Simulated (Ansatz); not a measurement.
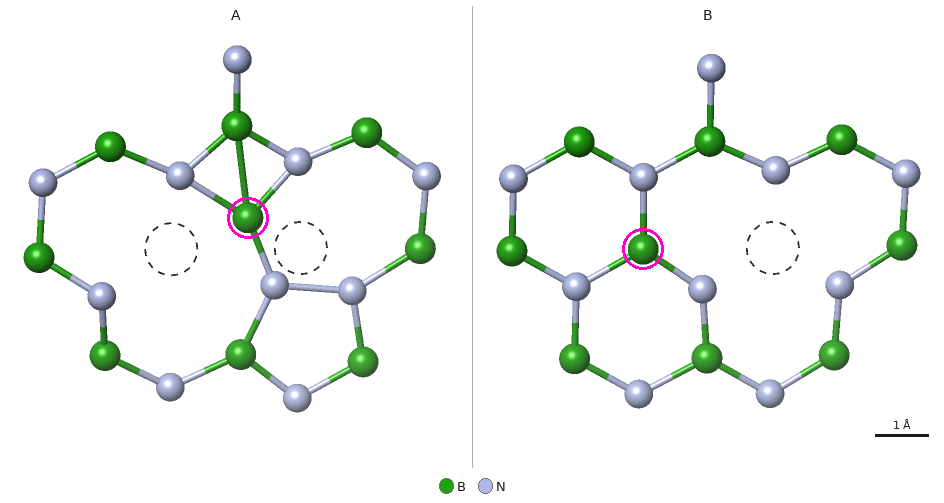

A vacancy jump of boron in BN (R3m phase), in a neutral cell with 23 atoms, whose images lie 6.3 Å apart. One frame is the relaxed vacancy; in the other the neighbouring B atom (ringed) was set half-way along its jump of 2.50 Å and all atoms were relaxed in the symmetry of that start. Dashed circles mark empty sites. Style: ball-and-stick. Shown: the slice 3.8 Å thick through the jump, out to 4.1 Å from its middle, across the jump.

Level of theory: DFT PBEsol, scalar-relativistic, plane waves, PAW (Ansatz). (plane-wave cutoff 420 eV; k-point mesh 4 × 4 × 4; occupations gaussian; smearing width 0.05 eV; no spin polarisation; atoms relaxed in a fixed cell; force threshold 0.02 eV/Å).

What does the half-way point cost?

Answer. Frame A is the half-way start after relaxation. It lies 0.80 eV above the relaxed vacancy. The atom slides 0.09 of the jump length along the path, so the half-way point isn't stationary and this energy isn't the barrier. There it has 3 N as nearest neighbours, the closest at 1.44 Å. Both cells are metallic on the mesh.

Limits of the set-up: the cell has an odd number of electrons but was run without spin polarisation; the periodic images lie only 6.3 Å apart, so the values are limited by the cell's size.
